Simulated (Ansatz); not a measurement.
# CuO: what the electrons do

Space group C2/c; the calculation finds a residual pressure of about 8 GPa at this fixed cell; spin-polarised. Net moment 1.9 μB in the 4-atom cell of the calculation; other magnetic orders weren't tried. Effective Hubbard U: 4.0 eV on Cu d.

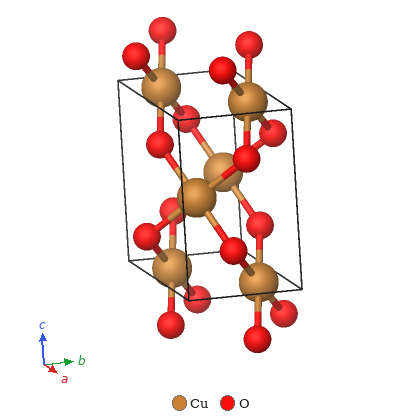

The conventional cell.

Input file:

```
crystal:
  lattice:
    - [2.34185, -1.7113, 0.0]
    - [2.34185, 1.7113, 0.0]
    - [-0.8500274268, 0.0, 5.0578693947]
  atoms:
    - { symbol: Cu, position: [0.0, 0.5, 0.0], spin: 1.0 }
    - { symbol: Cu, position: [0.5, 0.0, 0.5], spin: 1.0 }
    - { symbol: O, position: [0.5816, 0.4184, 0.25] }
    - { symbol: O, position: [0.4184, 0.5816, 0.75] }
magnetization:
  spin_polarized: true
basis:
  ecutwfc: 420
  fft_grid_basis: typed
kpoints:
  mp_grid: { grid: [10, 10, 6] }
hamiltonian:
  xc: pbe
  hubbard: { sites: [{ species: Cu, l: d, u_eff: 4.0 }] }
scf:
  occupations: { method: gaussian, width: 0.05 }
output:
  forces: true
  stress: true
  eigenvalues: true
  bader: true
  write_density: true
  volumetric_format: npy
  populations: true
  elf: true
```

Run with:

```sh
ansatz run input.yaml --threads 2 --pin off --max-ram 4096MiB --backend cpu --events-out ev --progress --plain --runs-dir out
```

The picture shows the conventional cell (a = 4.68 Å, b = 3.42 Å, c = 5.13 Å, α = 90.00°, β = 99.54°, γ = 90.00°).

These are results of DFT PBE+U, scalar-relativistic, plane waves, PAW (Ansatz), not measurements.

Core electrons are frozen (PAW), so the maps are meaningful between the atoms, not at the nuclei.

### 1. Bonding charge

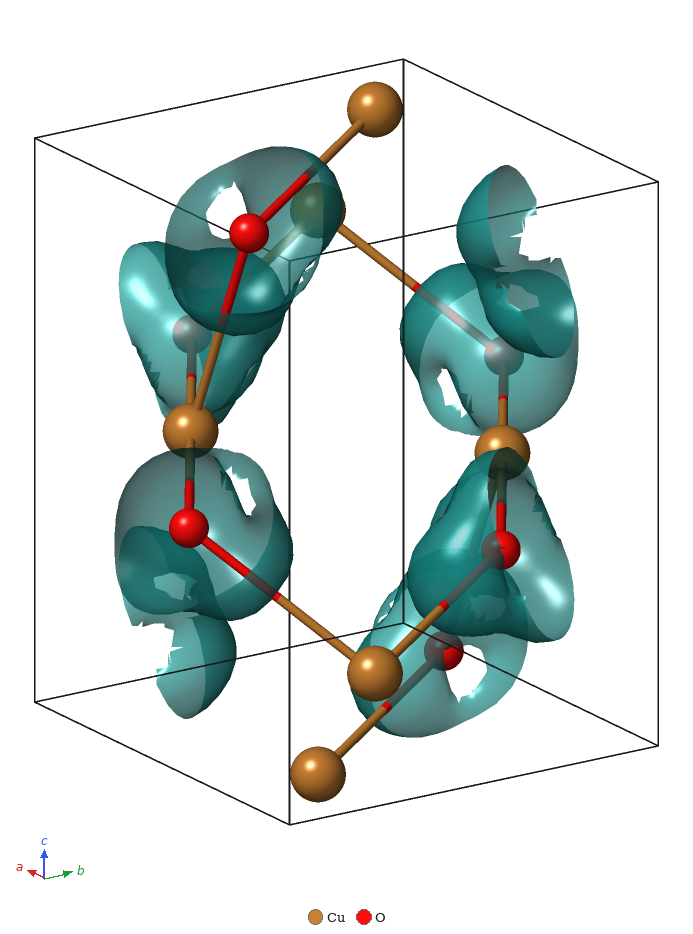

Density of the crystal less the sum of free-atom densities: teal surfaces at +0.1, none at −0.1 e/Å³, in the conventional cell seen at an oblique angle (the regions close to the nuclei are left out). Cores are masked to 0.9 Å (Cu) and 0.6 Å (O).

What does the deformation density say about the bonding?

Answer. Cu–O (1.95 Å): Δρ is +0.05 e/Å³ at the midpoint (close to a masked core, so read it with care).
Cu–Cu (2.90 Å): Δρ is −0.012 e/Å³ at the midpoint.
Over the whole cell, outside the masked cores, the largest gain lies at the edge of the masked core of O, and the largest loss lies at the edge of the masked core of Cu.
In all about 0.24 e an atom is rearranged against the free atoms.
Bader charges: Cu +1.06 and O −1.06 e.

### 2. States by energy

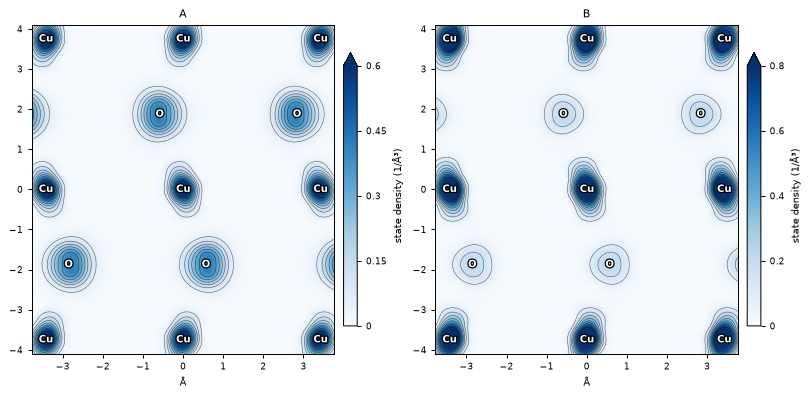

CuO: densities of the states in two energy windows, on the (101) plane of the conventional cell.

Match the panels to the energy ranges (zero at the Fermi level): −1.2 to 0.0 eV and 0.0 to +1.2 eV.

Answer. Panel A: −1.2 to 0.0 eV, the filled states just under the Fermi level, mainly O 2p (70 %) and Cu 3d (30 %).
Panel B: 0.0 to +1.2 eV, the empty states just over the Fermi level, mainly Cu 3d (60 %) and O 2p (35 %).
The characters are Löwdin shares on a minimal set of atomic orbitals.

### 3. Doping

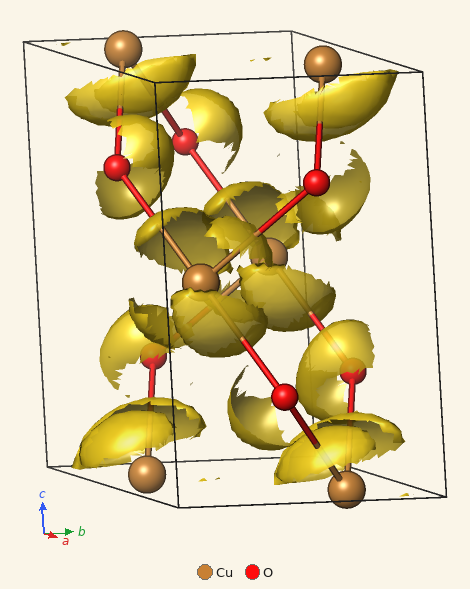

Where the extra electron sits when 0.5 electron is added to the 4-atom cell of the calculation (uniform compensating background, atoms fixed); the change of density for each carrier, counted positive where the carrier is: yellow surfaces at +0.03, none at −0.03 1/Å³, in the conventional cell seen slightly off an axis (the regions close to the nuclei are left out). Cores are masked to 0.9 Å (Cu) and 0.6 Å (O).

On which atoms does the carrier sit?

Answer. Summed over atomic cells sized by the Bader volumes, the added electron divides as Cu about 65 % and O about 35 %; the most favoured element is Cu, which fills 50 % of the volume. Over the whole cell, outside the cores, it is densest at the edge of the masked core of Cu. The counter-flow of charge adds up to under 0.1 e for each carrier. These are shares of the net change, screening included; the states that take the carrier can be more concentrated. This is very heavy doping, far beyond the dilute limit. The cell's moment goes from 1.91 to 1.47 μB.

### 4. Change of volume

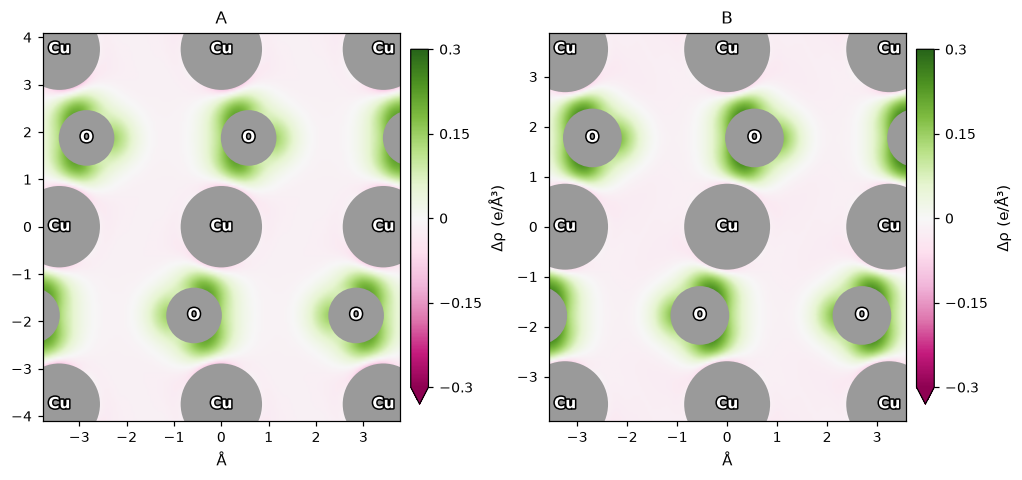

CuO: deformation density on the (101) plane of the conventional cell at two volumes, with the same fractional coordinates and one colour scale. Grey discs cover the cores.

How do the two volumes compare, and how does the bonding charge respond?

Answer. A is the larger cell: B has 85 % of the volume of A.
The pressure is 8 GPa in A and 53 GPa in B.
Bader charges in A: Cu +1.06 and O −1.06 e; in B: Cu +1.07 and O −1.07 e.
The rearranged charge is 0.24 e an atom in A and 0.23 e in B.
The net moment is 1.91 μB a cell in A and 1.80 μB in B.
The scaled cell isn't relaxed: forces reach 0.6 eV/Å.

### 5. Another level of theory

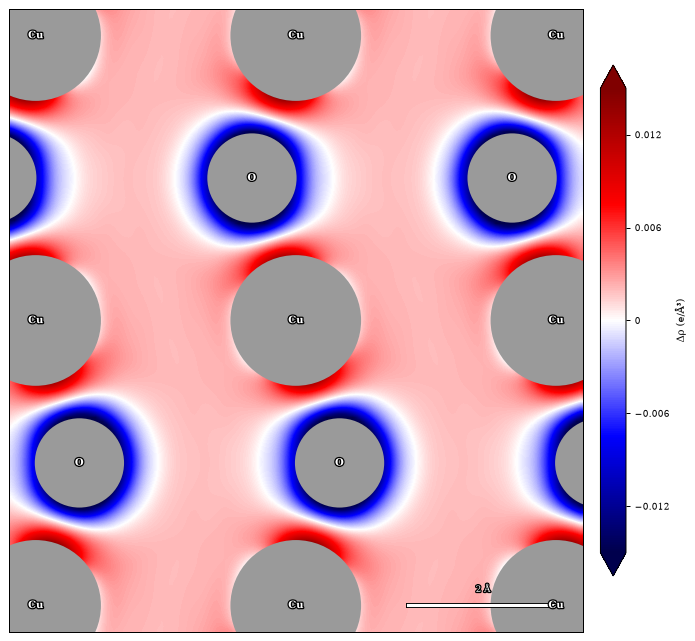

CuO: difference of two self-consistent densities at the same geometry, ρ(PBEsol+U) − ρ(PBE+U), on the (101) plane of the conventional cell. Grey discs cover the cores, where the PAW densities can't be compared. Cores are masked to 0.9 Å (Cu) and 0.6 Å (O).

Both runs: Ansatz, scalar-relativistic, plane waves and PAW, same cutoff, k-points and PAW files (made with PBE).

How does the change of level move the electrons?

Answer. Against PBE+U, and outside the masked cores, the largest gain lies at the edge of the masked core of Cu, and the largest loss lies at the edge of the masked core of O.
Bader charges are Cu +1.06 and O −1.06 e with PBE+U and Cu +1.02 and O −1.02 e with PBEsol+U.
At this volume the pressure is 8 GPa with PBE+U and 0 GPa with PBEsol+U.
The integrated |spin density| goes from 2.0 to 1.8 μB in the cell of the calculation, and part of the map comes from this change.

### 6. Moving an atom

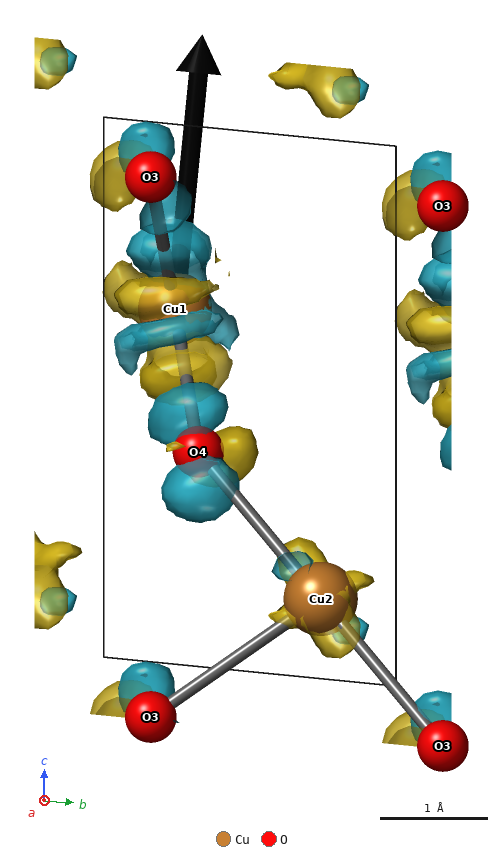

Cu1 was moved by 0.05 Å roughly along [0 0 1] in the axes of the cell drawn (arrow, not to scale). Change of the density less the rigid motion of the neutral atom's own density: yellow surfaces at +0.015 and cyan ones at −0.015 e/Å³, in the cell of the calculation (origin moved) seen along the a axis.

How do the electrons respond beyond following the atom?

Answer. About 0.07 e is rearranged in the cell. Outside the cores the largest gain lies at the edge of the masked core of Cu, and the largest loss lies at the edge of the masked core of O.

How much does the computed force on the atom change?

Answer. The force on it changes by 0.90 eV/Å along the move, against it: a stiffness of about 18 eV/Å² for this sublattice shift.

### 7. Putting it together

Charge passes from Cu (Pauling electronegativity 1.90) to O (3.44), the direction that the scale predicts; the Bader charges fall short of whole formal charges, as they usually do. The two pressures give a mean stiffness −ΔP/Δln V of about 276 GPa over this range, with the atoms held at their fractional positions.
